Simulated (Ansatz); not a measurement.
Al (slab)

Input file:

```
crystal:
  lattice:
    - [5.7135165838, 0.0, 0.0]
    - [0.0, 5.7135165838, 0.0]
    - [0.0, 0.0, 19.6746954361]
  atoms:
    - { symbol: Al, position: [0.25, 0.25, 0.203306832] }
    - { symbol: Al, position: [0.25, 0.75, 0.203306832] }
    - { symbol: Al, position: [0.75, 0.25, 0.203306832] }
    - { symbol: Al, position: [0.75, 0.75, 0.203306832] }
    - { symbol: Al, position: [0.0, 0.0, 0.3092728611] }
    - { symbol: Al, position: [0.0, 0.5, 0.3092728611] }
    - { symbol: Al, position: [0.5, 0.0, 0.3092728611] }
    - { symbol: Al, position: [0.5, 0.5, 0.3092728611] }
    - { symbol: Al, position: [0.25, 0.25, 0.415492858] }
    - { symbol: Al, position: [0.25, 0.75, 0.415492858] }
    - { symbol: Al, position: [0.75, 0.25, 0.415492858] }
    - { symbol: Al, position: [0.75, 0.75, 0.415492858] }
basis:
  ecutwfc: 420
kpoints:
  mp_grid: { grid: [5, 5, 1] }
hamiltonian:
  xc: pbe
  pseudopotentials: { kind: paw, azcp: { folder: soft_1 } }
scf:
  occupations: { method: gaussian, width: 0.1 }
output:
  forces: true
  eigenvalues: true
  write_density: true
  write_potential: true
  elf: true
  volumetric_format: npy
efield:
  axis: 3
  dipole_correction: true
  ramp_width: 0.04
```

Run with:

```sh
ansatz run input.yaml --threads 1 --pin off --max-ram 3072MiB --backend cpu --events-out ev --progress --plain --runs-dir out
```

PAW files of the earlier set (soft_1).

Computed with Ansatz 0.2.0, DFT PBE, scalar-relativistic, plane waves, PAW.

What can the converged valence pseudo-density and electron localisation function tell about the bonding?

Al–Al (2.90 Å): ρ at the midpoint is about 0.19 e/Å³; the ELF peaks at about 0.65 between the atoms.

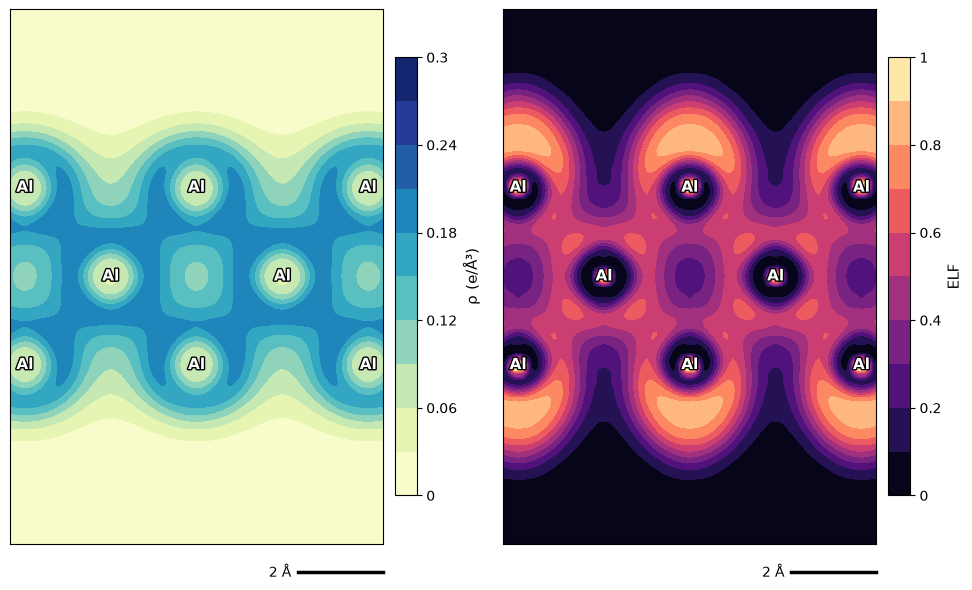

Computed valence pseudo-density and electron localisation function on the (11̄0) plane of the calculation cell, a cut from vacuum to vacuum, in this order. 
